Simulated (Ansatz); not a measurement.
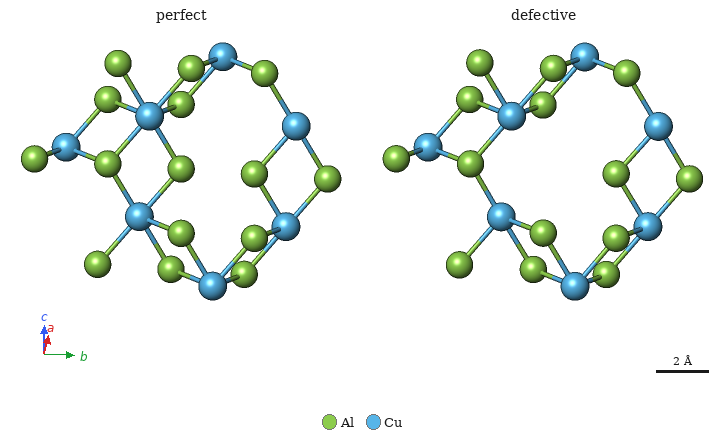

Left: perfect Al₂Cu. Right: the same region with one point defect, after relaxing the atoms in a supercell of 18 sites. The picture is a ball-and-stick view of the atoms within 5.9 Å of one point, in a slice 3.4 Å thick across the line of sight, seen from a free direction.

Method: DFT PBE, scalar-relativistic, plane waves, PAW in Ansatz 0.2.0. Set-up: plane-wave cutoff 420 eV; k-point mesh 7 × 6 × 7; occupations gaussian; smearing width 0.1 eV; mesh shifted by (0, 0.5, 0); no spin polarisation. The cell is small and the k-mesh coarse, so the numbers are rough. The axes drawn are those of the host's conventional cell.

Q: Which defect is it?

A: An aluminium atom is taken out (a vacancy).

The charge state of the cell is 0.

Q: How does the lattice respond?

A: Around the empty Al site the host had 4 Cu at 2.50 Å, 6 Al at 2.89 Å; after relaxation the nearest atoms are 4 Cu at 2.49 to 2.51 Å, 6 Al at 2.86 to 2.88 Å. Of the host's atoms, an aluminium atom moves furthest from its site, by 0.03 Å. Relaxing the atoms from the host's sites lowers the energy by 0.01 eV. At a tolerance of 0.02 Å the relaxed supercell has space group Cm.
